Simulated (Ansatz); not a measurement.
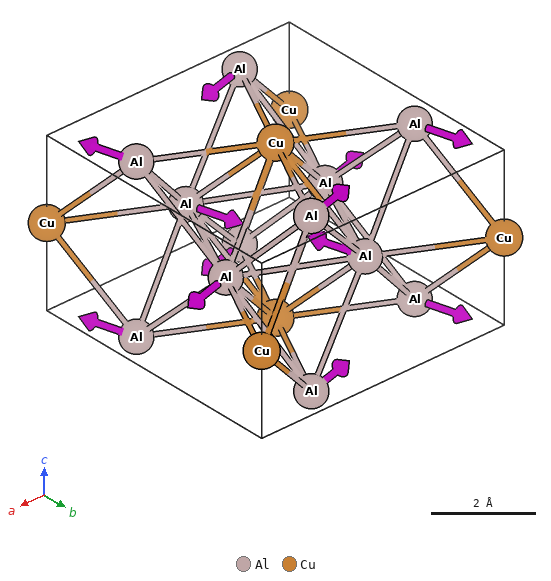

Phonons of crystalline Al$_{4}$Cu (a generated structure), space group I4/m (No. 87), at the zone centre. The optical levels lie at 95, 123 (×2), 168, 209, 239, 262 (×2), 264 (×2), 307, 322 cm⁻¹. One mode is drawn. Displacements are drawn as purple arrows; their common scale and sign are arbitrary. Style: ball-and-stick. Shown: the conventional cell (2 times the calculation's cell), from a free direction. Lengths and directions refer to the drawn axes.

These are results of DFT PBE, scalar-relativistic, plane waves, PAW in Ansatz 0.2.0, not measurements. Set-up: plane-wave cutoff 420 eV; k-point mesh 12 × 12 × 12; occupations fermi dirac; smearing width 0.15 eV; no spin polarisation.

The frequencies depend somewhat on the k-mesh and the smearing.

Q: Which of these frequencies is the drawn mode's?

A: The level at 168 cm⁻¹. This is the B_g mode, optical level 3 of 9, counted from below, Raman-active by symmetry. The Cu atoms stay at rest; atoms of one kind move against one another, with no net shift of their sublattice.
